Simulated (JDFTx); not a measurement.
# Run report: W, converge calculation

The run: converge calculation of W (Im-3m, 1 atom in the cell). Method and program: Kohn-Sham DFT of a periodic cell, PBE, PseudoDojo-SR-PBE-0.5-stringent, no spin polarisation (JDFTx 1.7.0 (patched build)).

The structure derives from an entry of the Crystallography Open Database.

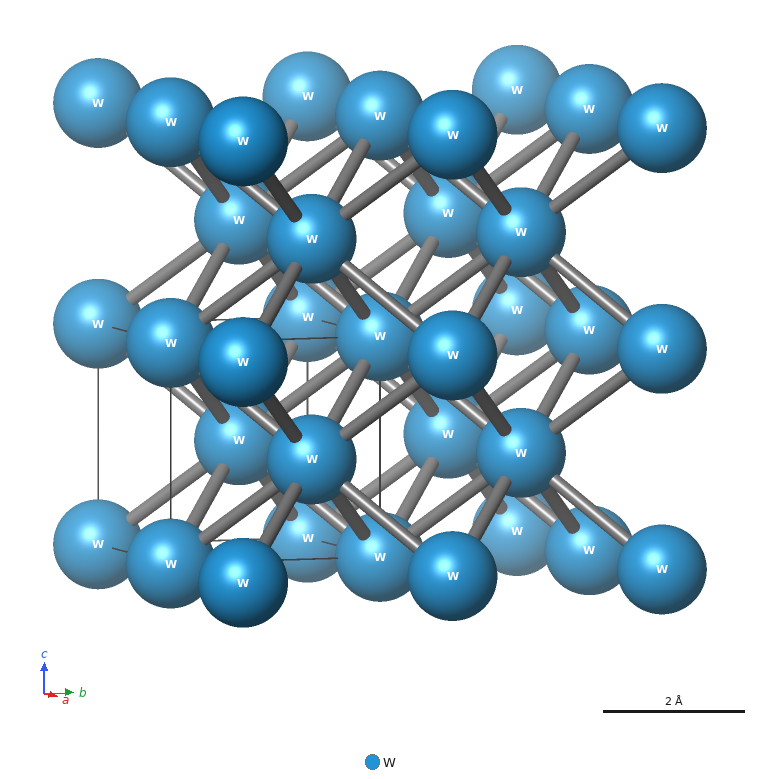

*The structure (ball-and-stick view of the cell 2 times as large as that of the calculation, set on its symmetry axes, repeated 2 × 2 × 2, seen at an oblique angle).*

Near neighbours in the crystal (not all of them lie inside the picture): W has 8 W at 2.74 Å.

### Input file
```
lattice \
   -2.9901986847     2.9901986847     2.9901986847 \
    2.9901986847    -2.9901986847     2.9901986847 \
    2.9901986847     2.9901986847    -2.9901986847
coords-type Lattice
ion W      0.0000000000     0.0000000000     0.0000000000 1

ion-species pseudo/W.upf
elec-cutoff 37
elec-ex-corr gga-PBE
kpoint-folding 12 12 12
elec-smearing MP1 0.0018374661
elec-n-bands 13
electronic-SCF nIterations 100 energyDiffThreshold 1e-09
electronic-minimize nIterations 30 energyDiffThreshold 1e-7
converge-empty-states yes
forces-output-coords Cartesian

dump-name run.$VAR
dump End Ecomponents EigStats BandEigs Kpoints Forces Stress
```

Run on 1 thread of AMD EPYC (Zen 5), 16 GiB of memory available, shared host.

Launched with:
```bash
jdftx -c 1 -i W.in -o W.out
```

### Log
```
*************** JDFTx 1.7.0 (patched build) ***************

Input parsed successfully to the following command list (including defaults):

basis kpoint-dependent
converge-empty-states yes
coords-type Lattice
core-overlap-check vector
coulomb-interaction Periodic
davidson-band-ratio 1.1
dump End Forces BandEigs EigStats Ecomponents Stress Kpoints
dump-name run.$VAR
elec-cutoff 37
elec-eigen-algo Davidson
elec-ex-corr gga-PBE
elec-n-bands 13 1
elec-smearing MP1 0.00183747
electronic-minimize  \
	dirUpdateScheme      FletcherReeves \
	linminMethod         DirUpdateRecommended \
	nIterations          30 \
	history              15 \
	knormThreshold       0 \
	maxThreshold         no \
	energyDiffThreshold  1e-07 \
	nEnergyDiff          2 \
	convergeAll          no \
	alphaTstart          1 \
	alphaTmin            1e-10 \
	updateTestStepSize   yes \
	alphaTreduceFactor   0.1 \
	alphaTincreaseFactor 3 \
	nAlphaAdjustMax      3 \
	wolfeEnergy          0.0001 \
	wolfeGradient        0.9 \
	abortOnFailedStep    no \
	fdTest               no
electronic-scf  \
	nIterations	100 \
	energyDiffThreshold	1e-09 \
	residualThreshold	1e-07 \
	mixFraction	0.5 \
	qMetric	0.8 \
	history	10 \
	nEigSteps	2 \
	eigDiffThreshold	1e-08 \
	mixedVariable	Density \
	qKerker	0.8 \
	qKappa	-1 \
	verbose	no \
	mixFractionMag	1.5
exchange-regularization WignerSeitzTruncated
fluid None
fluid-ex-corr lda-TF lda-PZ
fluid-gummel-loop 10 1.000000e-05
fluid-minimize  \
	dirUpdateScheme      PolakRibiere \
	linminMethod         DirUpdateRecommended \
	nIterations          100 \
	history              15 \
	knormThreshold       0 \
	maxThreshold         no \
	energyDiffThreshold  0 \
	nEnergyDiff          2 \
	convergeAll          no \
	alphaTstart          1 \
	alphaTmin            1e-10 \
	updateTestStepSize   yes \
	alphaTreduceFactor   0.1 \
	alphaTincreaseFactor 3 \
	nAlphaAdjustMax      3 \
	wolfeEnergy          0.0001 \
	wolfeGradient        0.9 \
	abortOnFailedStep    no \
	fdTest               no
fluid-solvent H2O 55.338 ScalarEOS \
	epsBulk 78.4 \
	pMol 0.92466 \
	epsInf 1.77 \
	Pvap 1.06736e-10 \
	sigmaBulk 4.62e-05 \
	Rvdw 2.61727 \
	Res 1.42 \
	tauNuc 343133 \
	poleEl 15 7 1
forces-output-coords Cartesian
ion W   0.000000000000000   0.000000000000000   0.000000000000000 1
ion-species pseudo/W.upf
ion-width 0
ionic-minimize  \
	dirUpdateScheme      L-BFGS \
	linminMethod         DirUpdateRecommended \
	nIterations          0 \
	history              15 \
	knormThreshold       0.0001 \
	maxThreshold         no \
	energyDiffThreshold  1e-06 \
	nEnergyDiff          2 \
	convergeAll          no \
	alphaTstart          1 \
	alphaTmin            1e-10 \
	updateTestStepSize   yes \
	alphaTreduceFactor   0.1 \
	alphaTincreaseFactor 3 \
	nAlphaAdjustMax      3 \
	wolfeEnergy          0.0001 \
	wolfeGradient        0.9 \
	abortOnFailedStep    no \
	fdTest               no
kpoint   0.000000000000   0.000000000000   0.000000000000  1.00000000000000
kpoint-folding 12 12 12
latt-move-scale 1 1 1
latt-scale 1 1 1
lattice  \
	  -2.990198684700000    2.990198684700000    2.990198684700000  \
	   2.990198684700000   -2.990198684700000    2.990198684700000  \
	   2.990198684700000    2.990198684700000   -2.990198684700000
lattice-minimize  \
	dirUpdateScheme      L-BFGS \
	linminMethod         DirUpdateRecommended \
	nIterations          0 \
	history              15 \
	knormThreshold       0 \
	maxThreshold         no \
	energyDiffThreshold  1e-06 \
	nEnergyDiff          2 \
	convergeAll          no \
	alphaTstart          1 \
	alphaTmin            1e-10 \
	updateTestStepSize   yes \
	alphaTreduceFactor   0.1 \
	alphaTincreaseFactor 3 \
	nAlphaAdjustMax      3 \
	wolfeEnergy          0.0001 \
	wolfeGradient        0.9 \
	abortOnFailedStep    no \
	fdTest               no
lcao-params -1 1e-06 0.00183747
pcm-variant GLSSA13
perturb-minimize  \
	nIterations            0 \
	algorithm              MINRES \
	residualTol            0.0001 \
	residualDiffThreshold  0.0001 \
	CGBypass               no \
	recomputeResidual      no
spintype no-spin
subspace-rotation-factor 1 yes
symmetries automatic
symmetry-threshold 0.0001

---------- Setting up symmetries ----------

Found 48 point-group symmetries of the bravais lattice
Found 48 space-group symmetries with basis
Applied RMS atom displacement 0 bohrs to make symmetries exact.

---------- Initializing the Grid ----------
R =
[      -2.9902       2.9902       2.9902  ]
[       2.9902      -2.9902       2.9902  ]
[       2.9902       2.9902      -2.9902  ]
unit cell volume = 106.945
G =
[ -2.73906e-17    1.05063    1.05063  ]
[    1.05063 -2.73906e-17    1.05063  ]
[    1.05063    1.05063 -2.73906e-17  ]
Minimum fftbox size, Smin = [  32  32  32  ]
Chosen fftbox size, S = [  32  32  32  ]

---------- Exchange Correlation functional ----------
Initalized PBE GGA exchange.
Initalized PBE GGA correlation.

---------- Setting up pseudopotentials ----------
Width of ionic core gaussian charges (only for fluid interactions / plotting) set to 0

Reading pseudopotential file 'pseudo/W.upf':
  'W' pseudopotential, 'PBE' functional
  Generated using ONCVPSP code by D. R. Hamann
  14 valence electrons, 4 orbitals, 8 projectors, 1001 radial grid points, with lMax = 3
    5S    l: 0   occupation:  2.0   eigenvalue: -2.905892
    5P    l: 1   occupation:  6.0   eigenvalue: -1.587650
    5D    l: 2   occupation:  4.0   eigenvalue: -0.164649
    6S    l: 0   occupation:  2.0   eigenvalue: -0.209951
  Core radius for overlap checks: 2.00 bohrs.

Initialized 1 species with 1 total atoms.

Folded 1 k-points by 12x12x12 to 1728 k-points.

---------- Setting up k-points, bands, fillings ----------
Reduced to 72 k-points under symmetry.
Computing the number of bands and number of electrons
Calculating initial fillings.
nElectrons:  14.000000   nBands: 13   nStates: 72

----- Setting up reduced wavefunction bases (one per k-point) -----
average nbasis = 1149.168 , ideal nbasis = 1149.626

---------- Setting up ewald sum ----------
Optimum gaussian width for ewald sums = 1.867016 bohr.
Real space sum over 2197 unit cells with max indices [  6  6  6  ]
Reciprocal space sum over 2197 terms with max indices [  6  6  6  ]

---------- Allocating electronic variables ----------
Initializing wave functions:  linear combination of atomic orbitals
Note: number of bands (13) exceeds available atomic orbitals (10)
W pseudo-atom occupations:   s ( 2 2 )  p ( 6 )  d ( 4 )
	FillingsUpdate:  mu: +0.839894847  nElectrons: 14.000000
LCAOMinimize: Iter:   0  F: -69.0008076935715025  |grad|_K:  4.987e-04  alpha:  1.000e+00
	FillingsUpdate:  mu: +0.844016895  nElectrons: 14.000000
LCAOMinimize: Iter:   1  F: -69.0018387576727292  |grad|_K:  1.474e-05  alpha:  7.086e-01  linmin: -2.767e-01  cgtest:  9.122e-01
LCAOMinimize: Encountered beta<0, resetting CG.
[... 5 lines of inner loops ...]
	FillingsUpdate:  mu: +0.844133346  nElectrons: 14.000000
LCAOMinimize: Iter:   4  F: -69.0018397800820509  |grad|_K:  2.335e-09  alpha:  8.871e-01  linmin: -1.188e-01  cgtest:  9.765e-01
LCAOMinimize: Encountered beta<0, resetting CG.
LCAOMinimize: Converged (|Delta F|<1.000000e-06 for 2 iters).

-------- Electronic minimization -----------
Will mix electronic density at each iteration.
	FillingsUpdate:  mu: +0.844133346  nElectrons: 14.000000
	FillingsUpdate:  mu: +0.829126178  nElectrons: 14.000000
SCF: Cycle:  0   F: -69.023805527202200   dF: -2.197e-02   |Residual|: 2.747e-02   |deigs|: 1.399e-01
	FillingsUpdate:  mu: +0.826327574  nElectrons: 14.000000
SCF: Cycle:  1   F: -69.024409897731559   dF: -6.044e-04   |Residual|: 1.218e-02   |deigs|: 8.147e-03
	FillingsUpdate:  mu: +0.824842767  nElectrons: 14.000000
SCF: Cycle:  2   F: -69.024484272450394   dF: -7.437e-05   |Residual|: 2.439e-03   |deigs|: 3.133e-03
	FillingsUpdate:  mu: +0.825081479  nElectrons: 14.000000
SCF: Cycle:  3   F: -69.024486393510088   dF: -2.121e-06   |Residual|: 7.631e-04   |deigs|: 6.709e-04
	FillingsUpdate:  mu: +0.824975153  nElectrons: 14.000000
SCF: Cycle:  4   F: -69.024487188498028   dF: -7.950e-07   |Residual|: 1.206e-04   |deigs|: 2.791e-04
	FillingsUpdate:  mu: +0.824968495  nElectrons: 14.000000
SCF: Cycle:  5   F: -69.024487295295657   dF: -1.068e-07   |Residual|: 8.162e-05   |deigs|: 1.244e-04
	FillingsUpdate:  mu: +0.824977694  nElectrons: 14.000000
SCF: Cycle:  6   F: -69.024487338853874   dF: -4.356e-08   |Residual|: 2.036e-05   |deigs|: 1.517e-04
	FillingsUpdate:  mu: +0.824975654  nElectrons: 14.000000
SCF: Cycle:  7   F: -69.024487346180550   dF: -7.327e-09   |Residual|: 3.589e-05   |deigs|: 1.916e-04
	FillingsUpdate:  mu: +0.824975655  nElectrons: 14.000000
SCF: Cycle:  8   F: -69.024487349121770   dF: -2.941e-09   |Residual|: 9.415e-06   |deigs|: 4.605e-04
	FillingsUpdate:  mu: +0.824975764  nElectrons: 14.000000
SCF: Cycle:  9   F: -69.024487349587957   dF: -4.662e-10   |Residual|: 7.372e-06   |deigs|: 2.545e-04
	FillingsUpdate:  mu: +0.824975877  nElectrons: 14.000000
SCF: Cycle: 10   F: -69.024487349775242   dF: -1.873e-10   |Residual|: 5.909e-06   |deigs|: 2.000e-04
SCF: Converged (|Delta E|<1.000000e-09 for 2 iters).

Setting wave functions to eigenvectors of Hamiltonian
Converging empty states (this may take a while): |deigs|: 7.218e-04

# Stress tensor in Cartesian coordinates [Eh/a0^3]:
[ -0.000204609            0            0  ]
[            0 -0.000204609            0  ]
[            0            0 -0.000204609  ]

# Ionic positions in lattice coordinates:
ion W   0.000000000000000   0.000000000000000   0.000000000000000 1

# Forces in Cartesian coordinates:
force W  -0.000000000000000  -0.000000000000000   0.000000000000000 1

# Energy components:
   Eewald =      -59.6356489414396407
       EH =        8.0084526314343023
     Eloc =      -40.5582456259353776
      Enl =       12.6016765614080199
      Exc =      -16.5815979636157564
 Exc_core =        6.8282708262199643
       KE =       20.3126350194791740
-------------------------------------
     Etot =      -69.0244574924493293
       TS =        0.0000298573259179
-------------------------------------
        F =      -69.0244873497752423

IonicMinimize: Iter:   0  F: -69.024487349775242  |grad|_K:  0.000e+00
IonicMinimize: Converged (|grad|_K<1.000000e-04).

#--- Lowdin population analysis ---
# oxidation-state W +0.148

Dumping 'run.eigStats' ...
	eMin: -1.897999 at state 0 ( [ +0.000000 +0.000000 +0.000000 ] spin 0 )
	HOMO: +0.824190 at state 50 ( [ +0.166667 +0.333333 -0.250000 ] spin 0 )
	mu  : +0.824976
	LUMO: +0.825878 at state 28 ( [ +0.083333 +0.166667 -0.166667 ] spin 0 )
	eMax: +1.600912 at state 64 ( [ +0.250000 -0.416667 -0.416667 ] spin 0 )
	HOMO-LUMO gap: +0.001688
	Optical gap  : +0.020702 at state 59 ( [ +0.250000 +0.333333 -0.333333 ] spin 0 )
Done!
```

### Results in brief

- outcome: converged
- space group (tolerance 0.01 Å): Im-3m (229)
- electrons treated: 14
- free energy: −1878.2520 eV
- Fermi energy: 22.449 eV
- gap on the k-point mesh: none (metallic)
- pressure: 6.02 GPa
- largest force (length of the vector): under 0.001 eV/Å
- wall time: 16 s
- peak memory: 0.1 GiB

### Notes

Spin–orbit coupling is left out, which matters for W. The cell is under a pressure of 6.0 GPa at this level, so it is not at its equilibrium volume.
